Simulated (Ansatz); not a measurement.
AlNi3

```xyz
4
Lattice="3.5664 0.0000 -0.2616 0.0000 3.5664 0.0000 -0.2616 0.0000 3.9587" Properties=species:S:1:pos:R:3 pbc="T T T"
Al    0.0000    0.0000    0.0000
Ni   -0.1308    1.7832    1.9794
Ni    1.6524    0.0000    1.8486
Ni    1.7832    1.7832   -0.1308
```

Space group P2/m; a structure from a database of computed crystals, not necessarily the ambient phase; changed on purpose from its base cell (engineering shear strain xz -0.1467, normal strain along z +0.1100); computed pressure about −12 GPa in this cell; the SCF solution may not be the lowest one; PAW files of the earlier set (soft_1); spin-polarised.

All numbers below come from DFT PBE, scalar-relativistic, plane waves, PAW in Ansatz 0.2.0.

What can the converged valence pseudo-density and electron localisation function tell about the bonding?

Al–Ni (2.67 Å): ρ is about 0.24 e/Å³ halfway; the ELF is about 0.40 at the midpoint.

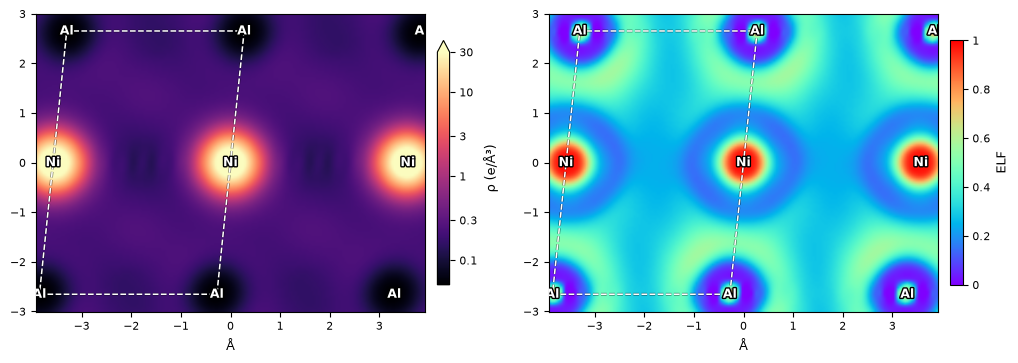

Computed valence pseudo-density and electron localisation function on the (011) plane of the conventional cell, in this order. 

In a PAW calculation such maps are meaningful between the atoms, not at the nuclei.
